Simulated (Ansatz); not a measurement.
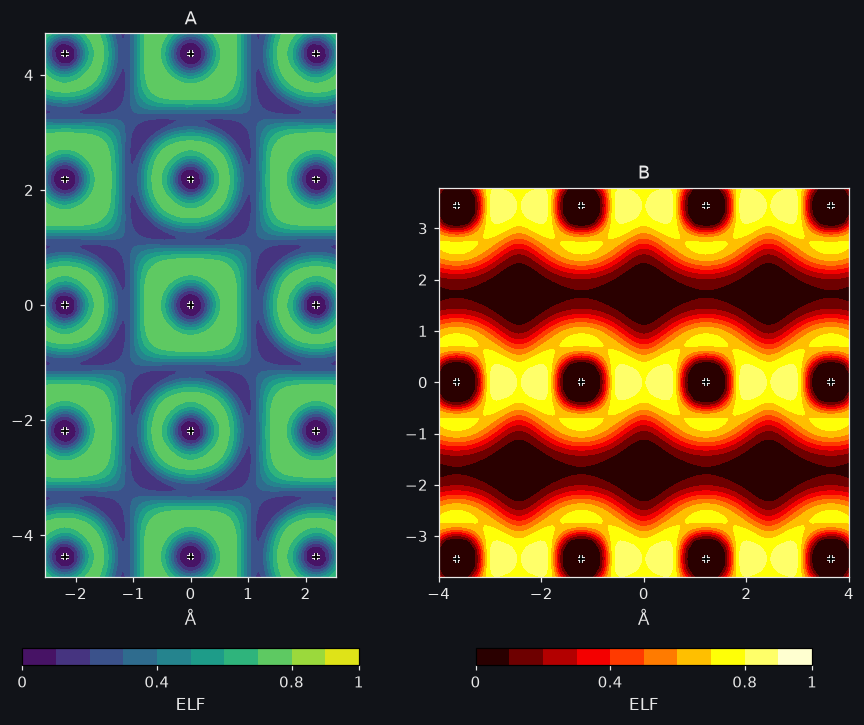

The ELF of 2 systems, each on a plane through atoms (crosses mark nuclei in the plane).

Computed with Ansatz 0.2.0, DFT r2SCAN, scalar-relativistic, plane waves, PAW.

System 1: TaC, the (001) plane of the conventional cell. Space group Fm-3m; changed on purpose from its base cell (volume × 0.94); computed pressure about 24 GPa in this cell; computed without spin polarisation.

```xyz
8
Lattice="4.3709 0.0000 0.0000 0.0000 4.3709 0.0000 0.0000 0.0000 4.3709" Properties=species:S:1:pos:R:3 pbc="T T T"
Ta    0.0000    0.0000    0.0000
Ta    2.1855    2.1855    0.0000
Ta    2.1855    0.0000    2.1855
Ta    0.0000    2.1855    2.1855
C     2.1855    0.0000    0.0000
C     0.0000    2.1855    0.0000
C     0.0000    0.0000    2.1855
C     2.1855    2.1855    2.1855
```

System 2: P, the (011) plane of the conventional cell. Space group Pm-3m; computed without spin polarisation.

**Match each panel to its system.**

Panel A is system 1, TaC: the plane holds Ta and C. Ta–C (2.19 Å): the ELF peaks at about 0.75 in the valence shell of C, 0.7 Å from its nucleus, and is about 0.25 at the midpoint. Panel B is system 2, P: the plane holds P. P–P (2.43 Å): the ELF peaks at about 0.85 between the atoms.
